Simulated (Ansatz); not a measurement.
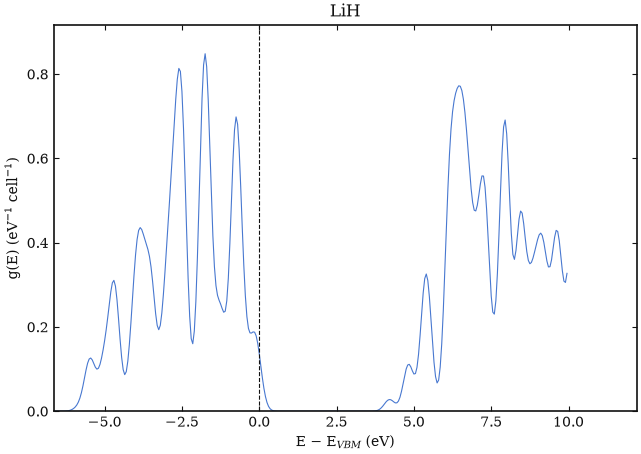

Density of states. Energies are counted from the top of the valence band. The curve is built from the levels of the k mesh with Gaussians 0.4 eV wide, which also blur the band edges.

Calculation on LiH, space group Fm-3m, 2 atoms in the cell; a = 2.83 Å, b = 2.83 Å, c = 2.83 Å, α = 60.00°, β = 60.00°, γ = 60.00°.

Computed with Ansatz 0.2.0: DFT, r2SCANh, plane waves, PAW, no spin polarisation, 8×8×8 k mesh.

Metal or insulator, going by the density of states?

Answer. There is a gap; over the k points computed it is 4.21 eV (direct among those points).

How wide is the upper valence band?

Answer. The upper group of valence states starts about 5.8 eV under the valence-band top, with a gap beneath it; it holds about 2 electrons a cell.
